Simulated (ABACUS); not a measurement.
# Geometry relaxation, with input and output: Pt (part 2 of 2)

Continued. System: Pt (Fm-3m, 1 atom in the cell). Method: Kohn-Sham DFT of a periodic cell, AM05, GBRV ultrasoft 1.5 PBEsol, no spin polarisation (ABACUS 3.10.1); cutoff 544.23 eV, 10×10×10 k-mesh, fermi-dirac of 0.05 eV. The structure derives from an entry of the Crystallography Open Database.

Geometry of the input (Å; fractional positions):
```
0.0000  1.9609  1.9609
1.9609  0.0000  1.9609
1.9609  1.9609  0.0000
Pt 0.0000  0.0000  0.0000
```

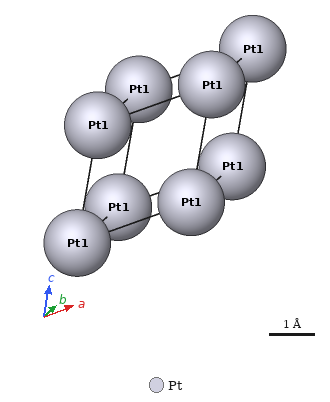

*The geometry at step 1 of the log (spheres-only view of the cell of the calculation, seen slightly off an axis; atoms are numbered from 1 in the order of the input).*

## What the program printed, continued
```
 PW ALGORITHM --------------- ION=   1  ELEC=   4--------------------------------

 Density error is 3.18170547602e-05
                          Error Threshold = 5.36111289801e-06
----------------------------------------------------------
     Energy           Rydberg                 eV
----------------------------------------------------------
 E_KohnSham     -210.3518434074      -2861.9836551450
 E_Harris       -210.3094742610      -2861.4071933341
 E_Fermi        1.6459606128         22.3944430183
----------------------------------------------------------

 PW ALGORITHM --------------- ION=   1  ELEC=   5--------------------------------

 Density error is 4.7479118015e-07
                          Error Threshold = 1.98856592251e-07
----------------------------------------------------------
     Energy           Rydberg                 eV
----------------------------------------------------------
 E_KohnSham     -210.3518488824      -2861.9837296359
 E_Harris       -210.3477944266      -2861.9285659345
 E_Fermi        1.6473363792         22.4131612798
----------------------------------------------------------

 PW ALGORITHM --------------- ION=   1  ELEC=   6--------------------------------

 Density error is 2.49740791503e-08
                          Error Threshold = 2.96744487594e-09
----------------------------------------------------------
     Energy           Rydberg                 eV
----------------------------------------------------------
 E_KohnSham     -210.3518489631      -2861.9837307340
 E_Harris       -210.3506700102      -2861.9676902569
 E_Fermi        1.6474345612         22.4144971142
----------------------------------------------------------

 PW ALGORITHM --------------- ION=   1  ELEC=   7--------------------------------

 Density error is 6.34442737021e-10
                          Error Threshold = 1.56087994689e-10
----------------------------------------------------------
     Energy           Rydberg                 eV
----------------------------------------------------------
 E_KohnSham     -210.3518489668      -2861.9837307841
 E_KS(sigma->0) -210.3514102965      -2861.9777623677
 E_Harris       -210.3516725713      -2861.9813308006
 E_band         0.3846705475         5.2337112987
 E_one_elec     -19.9673776974       -271.6701108029
 E_Hartree      24.4628047130        332.8335331579
 E_xc           -56.4731112875       -768.3560972977
 E_Ewald        -158.3732873542      -2154.7791190086
 E_entropy(-TS) -0.0008773407        -0.0119368328
 E_descf        0.0000000000         0.0000000000
 E_exx          0.0000000000         0.0000000000
 E_Fermi        1.6474697329         22.4149756494
----------------------------------------------------------

 charge density convergence is achieved
 final etot is -2861.9837308 eV
 EFERMI = 22.414975649 eV

 STATE ENERGY(eV) AND OCCUPATIONS    NSPIN == 1
[... levels at 12 further k points ...]

------------------------------------------------------------------------------------------
 TOTAL-FORCE (eV/Angstrom)
------------------------------------------------------------------------------------------
                       Pt1         0.0000000000         0.0000000000         0.0000000000
------------------------------------------------------------------------------------------

----------------------------------------------------------------
 TOTAL-STRESS (KBAR)
----------------------------------------------------------------
       -40.5798097745         0.0000000000        -0.0000000000
        -0.0000000000       -40.5798097745         0.0000000000
         0.0000000000        -0.0000000000       -40.5798097745
----------------------------------------------------------------
 TOTAL-PRESSURE: -40.579810 KBAR

 Largest gradient in force is 0.000000 eV/A.
 Threshold is 0.005000 eV/A.

 Largest gradient in stress is 40.579810 kbar.
 Threshold is 1.000000 kbar.

 Relaxation is not converged yet!
CARTESIAN COORDINATES ( UNIT =       1.889726124600 Bohr ).
    atom                   x                   y                   z     mag                  vx                  vy                  vz
tauc_Pt1            0.0000000000        0.0000000000        0.0000000000  0.0000        0.0000000000        0.0000000000        0.0000000000

                          Volume (Bohr^3) = 96.044189
                             Volume (A^3) = 14.232263

 Lattice vectors: (Cartesian coordinate: in unit of a_0)
            +0.000000           +1.923453           +1.923453
            +1.923453           -0.000000           +1.923453
            +1.923453           +1.923453           -0.000000
 Reciprocal vectors: (Cartesian coordinate: in unit of 2 pi/a_0)
            -0.259949           +0.259949           +0.259949
            +0.259949           -0.259949           +0.259949
            +0.259949           +0.259949           -0.259949

 -------------------------------------------
 STEP OF RELAXATION : 2
 -------------------------------------------

[... set-up of the moved cell ...]

 PW ALGORITHM --------------- ION=   2  ELEC=   1--------------------------------
 Notice: Threshold on eigenvalues was too large.
 hsover_error=0.160000 > DRHO=0.001509
 Origin diag ethr = 0.010000
 New diag ethr = 0.000009

 Density error is 0.001161514552
                          Error Threshold = 0.000009431598
----------------------------------------------------------
     Energy           Rydberg                 eV
----------------------------------------------------------
 E_KohnSham     -210.3496403340      -2861.9536807927
 E_Harris       -210.1189163077      -2858.8145193698
 E_Fermi        1.7721382056         24.1111772392
----------------------------------------------------------

[... 2 further cycles ...]
 PW ALGORITHM --------------- ION=   2  ELEC=   4--------------------------------

 Density error is 0.000000002838
                          Error Threshold = 0.000000009761
----------------------------------------------------------
     Energy           Rydberg                 eV
----------------------------------------------------------
 E_KohnSham     -210.3500391227      -2861.9591065911
 E_KS(sigma->0) -210.3496619174      -2861.9539744509
 E_Harris       -210.3498722630      -2861.9568363488
 E_band         2.1496824168         29.2479297588
 E_one_elec     -15.5094855199       -211.0173761192
 E_Hartree      23.1667180347        315.1993692316
 E_xc           -56.5498889587       -769.4007111063
 E_Ewald        -161.4566282683      -2196.7301243168
 E_entropy(-TS) -0.0007544104        -0.0102642803
 E_descf        0.0000000000         0.0000000000
 E_exx          0.0000000000         0.0000000000
 E_Fermi        1.7803453189         24.2228407447
----------------------------------------------------------

 charge density convergence is achieved
 final etot is -2861.95910659106 eV
 EFERMI = 24.22284074468 eV

 STATE ENERGY(eV) AND OCCUPATIONS    NSPIN == 1
[... levels at 12 further k points ...]

------------------------------------------------------------------------------------------
 TOTAL-FORCE (eV/Angstrom)
------------------------------------------------------------------------------------------
                       Pt1         0.0000000000         0.0000000000         0.0000000000
------------------------------------------------------------------------------------------

----------------------------------------------------------------
 TOTAL-STRESS (KBAR)
----------------------------------------------------------------
       145.5181800534        -0.0000000000        -0.0000000000
         0.0000000000       145.5181800534         0.0000000000
        -0.0000000000         0.0000000000       145.5181800534
----------------------------------------------------------------
 TOTAL-PRESSURE: 145.518180 KBAR

 Largest gradient in force is 0.000000 eV/A.
 Threshold is 0.005000 eV/A.

 Largest gradient in stress is 145.518180 kbar.
 Threshold is 1.000000 kbar.

 Relaxation is not converged yet!
CARTESIAN COORDINATES ( UNIT =       1.889726124600 Bohr ).
    atom                   x                   y                   z     mag                  vx                  vy                  vz
tauc_Pt1            0.0000000000        0.0000000000        0.0000000000  0.0000        0.0000000000        0.0000000000        0.0000000000

                          Volume (Bohr^3) = 100.341930
                             Volume (A^3) = 14.869122

 Lattice vectors: (Cartesian coordinate: in unit of a_0)
            +0.000000           +1.951725           +1.951725
            +1.951725           -0.000000           +1.951725
            +1.951725           +1.951725           -0.000000
 Reciprocal vectors: (Cartesian coordinate: in unit of 2 pi/a_0)
            -0.256184           +0.256184           +0.256184
            +0.256184           -0.256184           +0.256184
            +0.256184           +0.256184           -0.256184

 -------------------------------------------
 STEP OF RELAXATION : 3
 -------------------------------------------

[... set-up of the moved cell ...]

 PW ALGORITHM --------------- ION=   3  ELEC=   1--------------------------------
 Notice: Threshold on eigenvalues was too large.
 hsover_error=0.160000 > DRHO=0.004379
 Origin diag ethr = 0.010000
 New diag ethr = 0.000027

 Density error is 0.003868628642
                          Error Threshold = 0.000027366547
----------------------------------------------------------
     Energy           Rydberg                 eV
----------------------------------------------------------
 E_KohnSham     -210.3506450549      -2861.9673507227
 E_Harris       -210.7914908353      -2867.9653652742
 E_Fermi        1.6937490667         23.0446382887
----------------------------------------------------------

[... 3 further cycles ...]
 PW ALGORITHM --------------- ION=   3  ELEC=   5--------------------------------

 Density error is 0.000000000768
                          Error Threshold = 0.000000000151
----------------------------------------------------------
     Energy           Rydberg                 eV
----------------------------------------------------------
 E_KohnSham     -210.3520526021      -2861.9865013848
 E_KS(sigma->0) -210.3516299883      -2861.9807514288
 E_Harris       -210.3518835346      -2861.9842011034
 E_band         0.8048561882         10.9506302304
 E_one_elec     -18.8868190887       -256.9683567010
 E_Hartree      24.1443789815        328.5011288204
 E_xc           -56.4909693323       -768.5990684628
 E_Ewald        -159.1177979351      -2164.9087051294
 E_entropy(-TS) -0.0008452276        -0.0114999120
 E_descf        0.0000000000         0.0000000000
 E_exx          0.0000000000         0.0000000000
 E_Fermi        1.6790529568         22.8446874559
----------------------------------------------------------

 charge density convergence is achieved
 final etot is -2861.98650138482 eV
 EFERMI = 22.84468745590 eV

 STATE ENERGY(eV) AND OCCUPATIONS    NSPIN == 1
 1/12 kpoint (Cartesian) = 0.00000 0.00000 0.00000 (411 pws)
       1     -29.778881       0.002000
       2     -29.778881       0.002000
       3     -29.778881       0.002000
       4      12.362602       0.002000
       5      18.935121       0.002000
       6      18.935121       0.002000
       7      18.935121       0.002000
       8      21.164414       0.002000
       9      21.164414       0.002000
      10      42.388432       0.000000
      11      42.388432       0.000000
      12      42.388432       0.000000

 2/12 kpoint (Cartesian) = 0.02562 0.02562 0.02562 (429 pws)
       1     -29.827954       0.016000
       2     -29.785975       0.016000
       3     -29.785975       0.016000
       4      12.768182       0.016000
       5      18.760455       0.016000
       6      19.088447       0.016000
       7      19.088447       0.016000
       8      21.083529       0.016000
       9      21.083529       0.016000
      10      37.942944       0.000000
      11      40.607164       0.000000
      12      43.013908       0.000000

 3/12 kpoint (Cartesian) = 0.05124 0.05124 0.05124 (438 pws)
       1     -29.954722       0.016000
       2     -29.804222       0.016000
       3     -29.804222       0.016000
       4      13.837244       0.016000
       5      18.496018       0.016000
       6      19.325704       0.016000
       7      19.325704       0.016000
       8      21.110400       0.016000
       9      21.110400       0.016000
      10      37.709743       0.000000
      11      39.100998       0.000000
      12      44.689892       0.000000

 4/12 kpoint (Cartesian) = 0.07686 0.07686 0.07686 (432 pws)
       1     -30.108620       0.016000
       2     -29.826651       0.016000
       3     -29.826651       0.016000
       4      14.931332       0.016000
       5      18.940864       0.016000
       6      19.223188       0.016000
       7      19.223188       0.016000
       8      21.702125       0.016000
       9      21.702125       0.016000
      10      34.409013       0.000000
      11      38.611472       0.000000
      12      45.171557       0.000000

 5/12 kpoint (Cartesian) = 0.10247 0.10247 0.10247 (431 pws)
       1     -30.231154       0.016000
       2     -29.844763       0.016000
       3     -29.844763       0.016000
       4      15.289602       0.016000
       5      18.977418       0.016000
       6      18.977418       0.016000
       7      20.741086       0.016000
       8      22.506299       0.015982
       9      22.506299       0.015982
      10      30.807949       0.000000
      11      37.353441       0.000000
      12      42.815572       0.000000

 6/12 kpoint (Cartesian) = 0.12809 0.12809 0.12809 (434 pws)
       1     -30.277618       0.008000
       2     -29.851639       0.008000
       3     -29.851639       0.008000
       4      15.305511       0.008000
       5      18.870569       0.008000
       6      18.870569       0.008000
       7      22.199228       0.008000
       8      22.875844       0.002793
       9      22.875844       0.002793
      10      28.760863       0.000000
      11      36.888723       0.000000
      12      41.864731       0.000000

[... levels at 6 further k points ...]

------------------------------------------------------------------------------------------
 TOTAL-FORCE (eV/Angstrom)
------------------------------------------------------------------------------------------
                       Pt1         0.0000000000         0.0000000000         0.0000000000
------------------------------------------------------------------------------------------

----------------------------------------------------------------
 TOTAL-STRESS (KBAR)
----------------------------------------------------------------
        -0.4596248579         0.0000000000         0.0000000000
         0.0000000000        -0.4596248579         0.0000000000
         0.0000000000        -0.0000000000        -0.4596248579
----------------------------------------------------------------
 TOTAL-PRESSURE: -0.459625 KBAR

 Largest gradient in force is 0.000000 eV/A.
 Threshold is 0.005000 eV/A.

 Largest gradient in stress is 0.459625 kbar.
 Threshold is 1.000000 kbar.

 Relaxation is converged!

 --------------------------------------------
 !FINAL_ETOT_IS -2861.9865013848211674 eV
 --------------------------------------------
```

## Trajectory as extended XYZ (Å, eV, eV/Å), 3 frames, from step=0 to step=2
```
1
Lattice="0.0000 1.9609 1.9609 1.9609 0.0000 1.9609 1.9609 1.9609 0.0000" Properties=species:S:1:pos:R:3:forces:R:3 step=0 energy=-2861.98373 pressure_GPa=-4.06
Pt    0.0000    0.0000    0.0000    0.0000   0.0000   0.0000
1
Lattice="0.0000 1.9235 1.9235 1.9235 -0.0000 1.9235 1.9235 1.9235 -0.0000" Properties=species:S:1:pos:R:3:forces:R:3 step=1 energy=-2861.95911 pressure_GPa=14.55
Pt    0.0000    0.0000    0.0000    0.0000   0.0000   0.0000
1
Lattice="0.0000 1.9517 1.9517 1.9517 -0.0000 1.9517 1.9517 1.9517 -0.0000" Properties=species:S:1:pos:R:3:forces:R:3 step=2 energy=-2861.98650 pressure_GPa=-0.05
Pt    0.0000    0.0000    0.0000    0.0000   0.0000   0.0000
```
